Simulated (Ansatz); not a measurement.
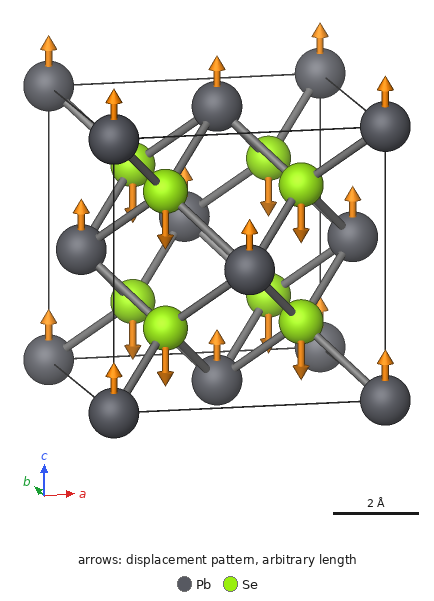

One vibrational mode of crystalline PbSe2 (a generated structure) at a fixed volume at the zone centre. Displacements are drawn as orange arrows; their common scale and sign are arbitrary. Style: ball-and-stick. Shown: the conventional cell (4 times the calculation's cell), slightly off an axis. Lengths and directions refer to the drawn axes.

All numbers below come from DFT LDA, scalar-relativistic, plane waves, PAW in Ansatz 0.2.0.

Input
```yaml
crystal:
  lattice:
    - [0.0, 3.2986, 3.2986]
    - [3.2986, 0.0, 3.2986]
    - [3.2986, 3.2986, 0.0]
  atoms:
    - { symbol: Pb, position: [0.0, 0.0, 0.0] }
    - { symbol: Se, position: [0.25, 0.25, 0.25] }
    - { symbol: Se, position: [0.75, 0.75, 0.75] }
basis:
  ecutwfc: 420
kpoints:
  mp_grid: { grid: [12, 12, 12] }
hamiltonian:
  xc: lda
scf:
  occupations: { method: fermi_dirac, width: 0.15 }
output:
  eigenvalues: true
phonons:
  method: dfpt
  eigenvectors: true
```

Launched with:
```bash
ansatz run input.yaml --threads 1 --pin off --max-ram 1228MiB --backend cpu --events-out ev --progress --plain --runs-dir out
```

The frequencies depend somewhat on the k-mesh and the smearing.

What mode is this, and where does it lie in the spectrum?

This is the T₁u mode (triply degenerate; one member of the set is drawn) at 129 cm⁻¹, the highest optical level, infrared-active by symmetry. The Se sublattice moves against the Pb sublattice, along c; the kinetic energy is shared as Se 57 %, Pb 43 %. The crystal is a metal, so free carriers screen the infrared response.
